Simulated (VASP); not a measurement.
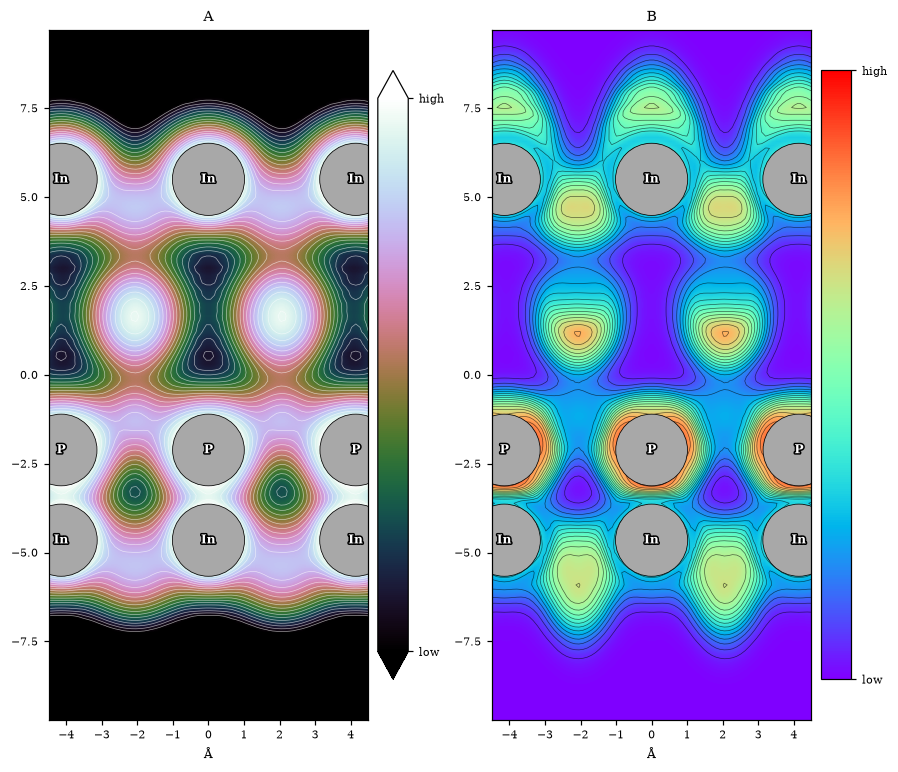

InP (slab): 2 fields on the (100) plane of the calculation cell, a cut from vacuum to vacuum, with unlabelled colour scales. Grey discs cover the atomic cores.

Not relaxed (largest force 0.5 eV/Å).

Computed with VASP, Kohn-Sham DFT of a periodic cell, PBE, VASP PAW PBE potentials, recommended.

The panels show electron localisation function and valence pseudo-density in some order. Assign them.

Panel A: valence pseudo-density. Panel B: electron localisation function. From the grid: In–P (2.54 Å): ρ at the midpoint is about 0.44 e/Å³; the ELF peaks at about 0.90 in the valence shell of P, 0.9 Å from its nucleus, and is about 0.50 at the midpoint.
